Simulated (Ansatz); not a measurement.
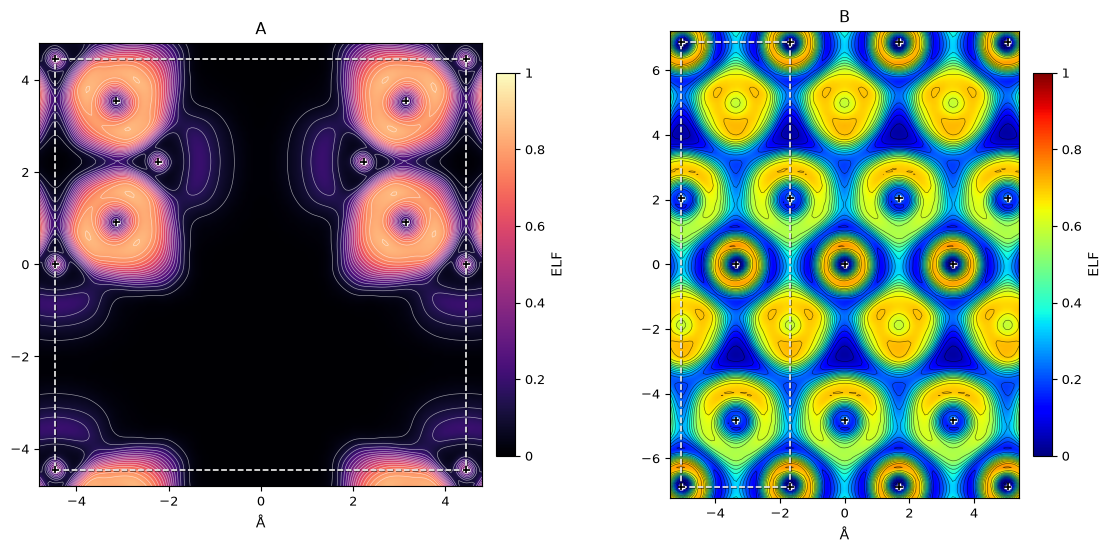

The ELF of 2 systems, each on a plane through atoms (crosses mark nuclei in the plane).

Level of theory: DFT LDA, scalar-relativistic, plane waves, PAW in Ansatz.

System 1: SiO$_{2}$, the (100) plane of the conventional cell. Space group Im-3m; a structure from a database of computed crystals, not necessarily the ambient phase.

```cif
data_structure
_symmetry_space_group_name_H-M 'P 1'
_symmetry_Int_Tables_number 1
_cell_length_a 8.9112
_cell_length_b 8.9112
_cell_length_c 8.9112
_cell_angle_alpha 90.000
_cell_angle_beta 90.000
_cell_angle_gamma 90.000
_cell_volume 707.64
loop_
_atom_site_label
_atom_site_type_symbol
_atom_site_fract_x
_atom_site_fract_y
_atom_site_fract_z
_atom_site_occupancy
Si1 Si 0.25000 0.50000 0.00000 1
Si2 Si 0.75000 0.00000 0.50000 1
Si3 Si 0.25000 0.00000 0.50000 1
Si4 Si 0.75000 0.50000 0.00000 1
Si5 Si 0.50000 0.00000 0.25000 1
Si6 Si 0.00000 0.50000 0.75000 1
Si7 Si 0.00000 0.50000 0.25000 1
Si8 Si 0.50000 0.00000 0.75000 1
Si9 Si 0.50000 0.25000 0.00000 1
Si10 Si 0.00000 0.75000 0.50000 1
Si11 Si 0.00000 0.25000 0.50000 1
Si12 Si 0.50000 0.75000 0.00000 1
O1 O 0.64770 0.00000 0.35230 1
O2 O 0.14770 0.50000 0.85230 1
O3 O 0.14770 0.14770 0.50000 1
O4 O 0.64770 0.64770 0.00000 1
O5 O 0.64770 0.35230 0.00000 1
O6 O 0.14770 0.85230 0.50000 1
O7 O 0.35230 0.00000 0.35230 1
O8 O 0.85230 0.50000 0.85230 1
O9 O 0.14770 0.50000 0.14770 1
O10 O 0.64770 0.00000 0.64770 1
O11 O 0.00000 0.64770 0.35230 1
O12 O 0.50000 0.14770 0.85230 1
O13 O 0.00000 0.35230 0.35230 1
O14 O 0.50000 0.85230 0.85230 1
O15 O 0.35230 0.64770 0.00000 1
O16 O 0.85230 0.14770 0.50000 1
O17 O 0.00000 0.35230 0.64770 1
O18 O 0.50000 0.85230 0.14770 1
O19 O 0.50000 0.14770 0.14770 1
O20 O 0.00000 0.64770 0.64770 1
O21 O 0.35230 0.35230 0.00000 1
O22 O 0.85230 0.85230 0.50000 1
O23 O 0.35230 0.00000 0.64770 1
O24 O 0.85230 0.50000 0.14770 1
```

System 2: Ta$_{5}$As$_{4}$, the (11̄0) plane of the conventional cell. Space group I4/m; computed without spin polarisation.

```
Ta As
1.0
     9.71802    0.00000    0.00000
     0.00000    9.71802    0.00000
     0.00000    0.00000    3.36663
Ta As
10 8
Direct
  0.00000 0.00000 0.00000
  0.50000 0.50000 0.50000
  0.30568 0.63177 0.00000
  0.80568 0.13177 0.50000
  0.13177 0.19432 0.50000
  0.63177 0.69432 0.00000
  0.69432 0.36823 0.00000
  0.19432 0.86823 0.50000
  0.36823 0.30568 0.00000
  0.86823 0.80568 0.50000
  0.05177 0.71367 0.00000
  0.55177 0.21367 0.50000
  0.21367 0.44823 0.50000
  0.71367 0.94823 0.00000
  0.94823 0.28633 0.00000
  0.44823 0.78633 0.50000
  0.28633 0.05177 0.00000
  0.78633 0.55177 0.50000
```

**Which map belongs to which system?**

Panel A is system 1, SiO$_{2}$: the plane holds Si and O. Si–O (1.60 Å): the ELF peaks at about 0.85 between the atoms, as expected for a polar covalent bond. Panel B is system 2, Ta$_{5}$As$_{4}$: the plane holds Ta and As. Ta–As (2.65 Å): the ELF is about 0.35 at the midpoint.
